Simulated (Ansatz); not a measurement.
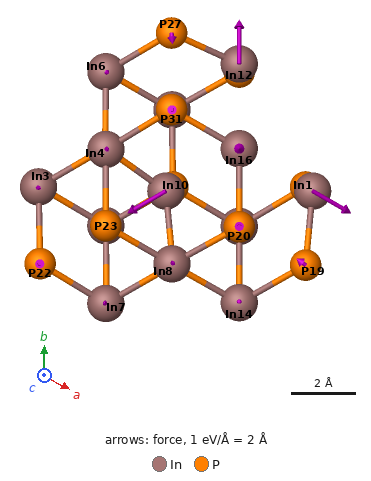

Starting geometry of a defect cell of composition In16P15 (cell charge +3) with the computed forces as purple arrows. Style: ball-and-stick. Shown: the atoms within 5.8 Å of the atom that moves most (axes of the cell of the calculation (origin shifted)), along the c axis.

Case: P vacancy (site d), charge +3, atoms relaxed at the host's cell.

All numbers below come from DFT PBE, scalar-relativistic, plane waves, PAW in Ansatz.

The input:
```yaml
crystal:
  lattice:
    - [-5.9597880289, 5.9597880289, 5.9597880289]
    - [5.9597880289, -5.9597880289, 5.9597880289]
    - [5.9597880289, 5.9597880289, -5.9597880289]
  atoms:
    - { symbol: In, position: [0.5250524409, 0.5, 0.0] }
    - { symbol: In, position: [0.5022275918, 0.7522275918, 0.7523704257] }
    - { symbol: In, position: [0.4976295743, -0.0001428339, 0.4998571661] }
    - { symbol: In, position: [0.7501428339, 0.2477724082, 0.0] }
    - { symbol: In, position: [0.5022275918, 0.2523704257, 0.2522275918] }
    - { symbol: In, position: [0.7501428339, 0.5, 0.7477724082] }
    - { symbol: In, position: [0.7498571661, 0.7476295743, 0.4998571661] }
    - { symbol: In, position: [-0.0022275918, 0.0001428339, 0.0] }
    - { symbol: In, position: [0.7498571661, -0.0001428339, 0.2476295743] }
    - { symbol: In, position: [-0.0250524409, 0.2249475591, 0.7249475591] }
    - { symbol: In, position: [-0.0022275918, 0.5, 0.5001428339] }
    - { symbol: In, position: [0.25, 0.7750524409, 0.0] }
    - { symbol: In, position: [0.0023704257, 0.7522275918, 0.2522275918] }
    - { symbol: In, position: [0.25, 0.0001428339, 0.7477724082] }
    - { symbol: In, position: [0.25, 0.2477724082, 0.5001428339] }
    - { symbol: In, position: [0.25, 0.5, 0.2750524409] }
    - { symbol: P, position: [0.25, 0.7486955679, 0.7463364959] }
    - { symbol: P, position: [0.25, 0.0, 0.5] }
    - { symbol: P, position: [0.4986955679, 0.2463364959, 0.0] }
    - { symbol: P, position: [0.25, 0.2463364959, 0.2486955679] }
    - { symbol: P, position: [0.4986955679, 0.5, 0.7463364959] }
    - { symbol: P, position: [0.5036635041, 0.7536635041, 0.5023590721] }
    - { symbol: P, position: [0.75, 0.0, 0.0] }
    - { symbol: P, position: [0.5036635041, 0.0023590721, 0.2536635041] }
    - { symbol: P, position: [0.7476409279, 0.2513044321, 0.7513044321] }
    - { symbol: P, position: [0.75, 0.5, 0.5] }
    - { symbol: P, position: [-0.0036635041, 0.7486955679, 0.0] }
    - { symbol: P, position: [0.7523590721, 0.7536635041, 0.2536635041] }
    - { symbol: P, position: [0.0013044321, -0.0023590721, 0.7513044321] }
    - { symbol: P, position: [0.0013044321, 0.2513044321, 0.4976409279] }
    - { symbol: P, position: [-0.0036635041, 0.5, 0.2486955679] }
  host:
    lattice:
      - [0.0, 2.9798940145, 2.9798940145]
      - [2.9798940145, 0.0, 2.9798940145]
      - [2.9798940145, 2.9798940145, 0.0]
    atoms:
      - { symbol: In, position: [0.0, 0.0, 0.0] }
      - { symbol: P, position: [0.25, 0.25, 0.25] }
total_charge: 3
basis:
  ecutwfc: 420
  xc_grid: 2
kpoints:
  mp_grid: { grid: [2, 2, 2], shift: [0.5, 0.5, 0.5] }
hamiltonian:
  xc: pbe
scf:
  occupations: { method: gaussian, width: 0.02 }
output:
  forces: true
  stress: false
  eigenvalues: true
  charged_corrections:
    defect_position: [0.25, 0.5, 0.0]
    epsilon: [[15.0794, 0.0, 0.0], [0.0, 15.0794, 0.0], [0.0, 0.0, 15.0794]]
  write_density: true
  write_potential: true
  elf: true
  volumetric_format: npy
relax:
  adjacent_minimum: "off"
  f_tol: 0.025
  max_steps: 45
```

Launched with:
```bash
ansatz run input.yaml --threads 4 --pin off --max-ram 6144MiB --backend cpu --events-out ev --progress --plain --runs-dir out
```

Question: Is this structure relaxed? If not, where do the atoms go?

Answer: It isn't relaxed: the largest force vector, on In atoms, is 0.74 eV/Å. The atoms end up moving mostly along the starting forces (cosine between the two patterns 0.86). The energy falls by 0.414 eV per cell of the calculation in 2 accepted moves (3 points after the start). The largest force component goes from 0.43 to 0.018 eV/Å. 1 step only repeated the SCF at the same geometry. The largest moves, 0.29 Å, are those of In1, In10, In12 and In16. In10 goes along [−1 −1 −1]. By element the largest moves are In 0.29 Å, P 0.02 Å. The cell doesn't change. Some distances before and after: In10–P25 2.541 → 2.512 Å, In11–P26 2.557 → 2.535 Å. Among the angles between lasting bonds that change: In9–P30–In10 103.4° → 97.0°, P17–In12–P24 114.6° → 118.4°. Cost: 75 s on 4 threads of Arm Neoverse V1, on a shared host, peak memory 1.7 GiB.

Limits of the set-up: the cell is charged, on a uniform background, and energies carry no finite-size correction.
